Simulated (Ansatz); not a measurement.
```
F Li
1.0
     4.02800    0.00000    0.00000
     0.00000    4.02800    0.00000
     0.00000    0.00000    4.02800
F Li
4 4
Direct
  0.50000 0.00000 0.00000
  0.00000 0.50000 0.00000
  0.00000 0.00000 0.50000
  0.50000 0.50000 0.50000
  0.00000 0.00000 0.00000
  0.50000 0.50000 0.00000
  0.50000 0.00000 0.50000
  0.00000 0.50000 0.50000
```

Space group Fm-3m.

The calculation used Kohn-Sham DFT of a periodic cell, HSE06 form with a typed share of exact exchange, Ansatz PAW (Ansatz).

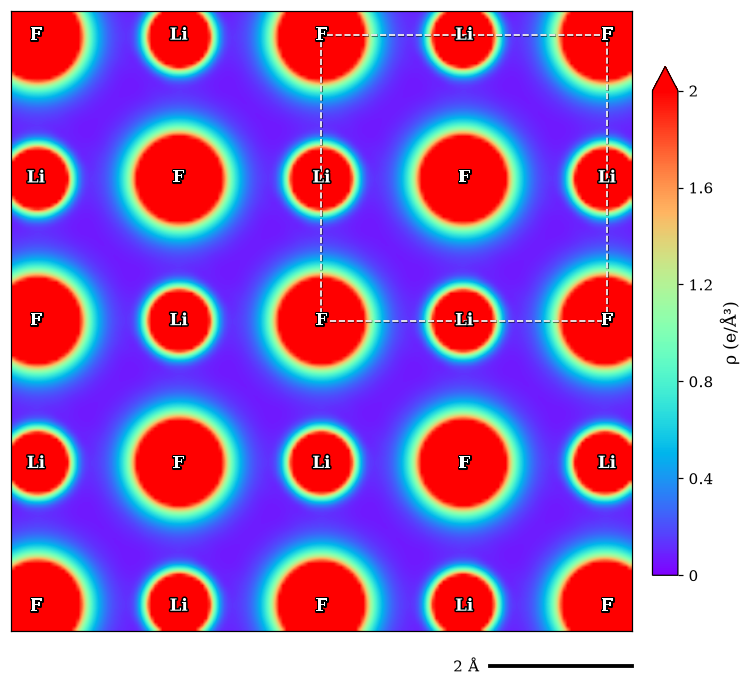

LiF. Valence charge density (pseudo) on the (100) plane of the conventional cell.

In a PAW calculation such maps are meaningful between the atoms, not at the nuclei.

Q: Describe what can be read from this map.

A:
- The plane passes through F and Li nuclei.
- Li–F (2.01 Å): ρ at the midpoint is about 0.26 e/Å³.
- Between the atoms the lowest density in this plane is 0.06 e/Å³.
